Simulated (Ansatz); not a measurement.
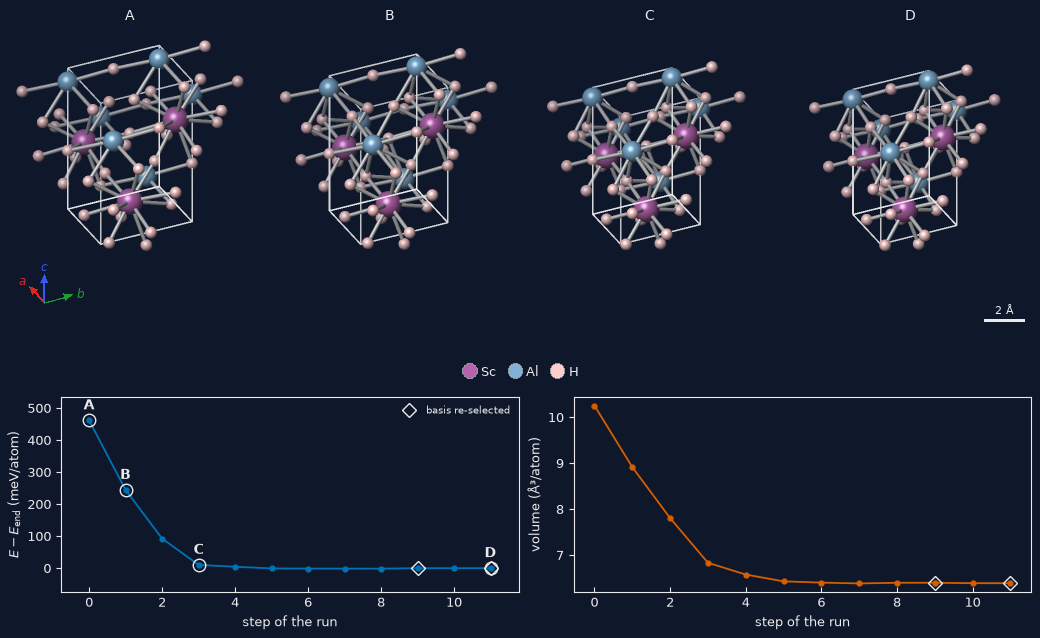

Frames of a relaxation of crystalline ScAlH6 (built on the LaYMg6-38 type type), marked on the history of the run. A ball-and-stick model of the conventional cell (2 times the calculation's cell), seen from a free direction. Lengths and directions refer to the drawn axes.

Theory: DFT, PBEsol, plane waves, PAW in Ansatz 0.2.0. Settings: plane-wave cutoff 420 eV; k-point mesh 6 × 6 × 6; occupations fermi dirac; smearing width 0.03 eV; no spin polarisation; cell and atoms relaxed; force threshold 0.01 eV/Å; at most 120 steps.

What happens along the run?

The largest moves relative to the cell, 0.17 Å, are those of H atoms. By element the largest moves are H 0.17 Å, Sc 0.12 Å, Al 0.11 Å. Cell: a 3.829 → 3.233 Å (−15.6 %), b 5.137 → 4.273 Å (−16.8 %), c 8.340 → 7.400 Å (−11.3 %). Volume −37.7 %. Near-neighbour distances that change, for instance: Sc–Sc 3.829 → 3.233 Å, H–Sc 2.462 → 1.987 Å, H–Sc 2.432 → 1.987 Å, H–Sc 2.573 → 2.137 Å. Bond angles that change, for instance: Sc–H–Sc 102.1° → 108.9°, Sc–H–Sc 103.9° → 108.9°, Sc–H–Sc 174.0° → 177.5°. The space group (tolerance 0.01 Å) goes from Amm2 (No. 38) to P-6m2 (No. 187). Over 9 accepted moves (11 points after the start) the energy falls by 461 meV per atom. Largest force component: 0.88 eV/Å at the start, 0.001 eV/Å at the end. Pressure: −21.91 GPa at the start and 0.00 GPa at the end. The SCF was repeated twice at an unchanged geometry on a basis and grid sized afresh for the cell, which shifted the energy by 1.3 meV per atom at most. From step 0 to 1: H atoms move most (0.07 Å), volume −13.0 %, energy −217 meV per atom. From step 1 to 3: the Sc atom moves most (0.09 Å), volume −23.3 %, energy −234 meV per atom. From step 3 to 11: H atoms move most (0.07 Å), volume −6.5 %, energy −10.3 meV per atom.

| step | E − E(0), meV/atom | largest force component, eV/Å | pressure, GPa | volume, Å³/atom | note |
| --- | --- | --- | --- | --- | --- |
| 0 | 0.00 | 0.8831 | -21.91 | 10.254 |  |
| 1 | -217.21 | 0.6920 | -20.22 | 8.916 |  |
| 2 | -368.99 | 0.4861 | -15.51 | 7.807 |  |
| 3 | -451.17 | 0.2038 | -5.94 | 6.835 |  |
| 4 | -456.91 | 0.2782 | -2.04 | 6.578 |  |
| 5 | -462.12 | 0.0273 | -0.24 | 6.430 |  |
| 6 | -462.62 | 0.0281 | 0.01 | 6.402 |  |
| 7 | -462.72 | 0.0304 | 0.28 | 6.384 |  |
| 8 | -462.78 | 0.0037 | 0.00 | 6.399 |  |
| 9 | -461.45 | 0.0039 | -0.13 | 6.399 | same geometry, new basis |
| 10 | -461.47 | 0.0010 | 0.01 | 6.389 |  |
| 11 | -461.46 | 0.0010 | 0.00 | 6.389 | same geometry, new basis |
